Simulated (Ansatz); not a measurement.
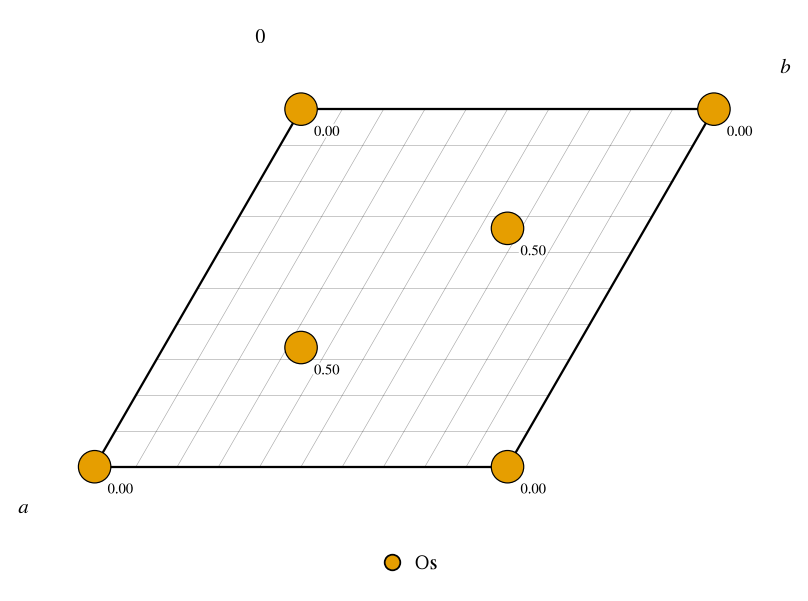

Plan of a unit cell projected along c (a down the page, b across); the numbers are heights as fractions of c, and atoms on the cell's edges are repeated. The grid marks tenths of a and b. Source: the end point of a relaxation with DFT, r2SCAN, plane waves (500 eV) with PAW, scalar-relativistic in Ansatz; the starting structure was generated, so it need not be a known form of this composition. Symmetry computed with spglib at a tolerance of 0.002 Å; standard conventional cell.

a = 4.296 Å, b = 4.296 Å, c = 2.704 Å, α = 90.00°, β = 90.00°, γ = 120.00°.

What does the cell contain?

3 Os: Os, Z = 3.

Which space group?

P6/mmm, No. 191, primitive hexagonal.

Give the fractional coordinates of all atoms, to two places.

| atom | x | y | z |
| --- | --- | --- | --- |
| Os | 0.00 | 0.00 | 0.00 |
| Os | 0.33 | 0.67 | 0.50 |
| Os | 0.67 | 0.33 | 0.50 |
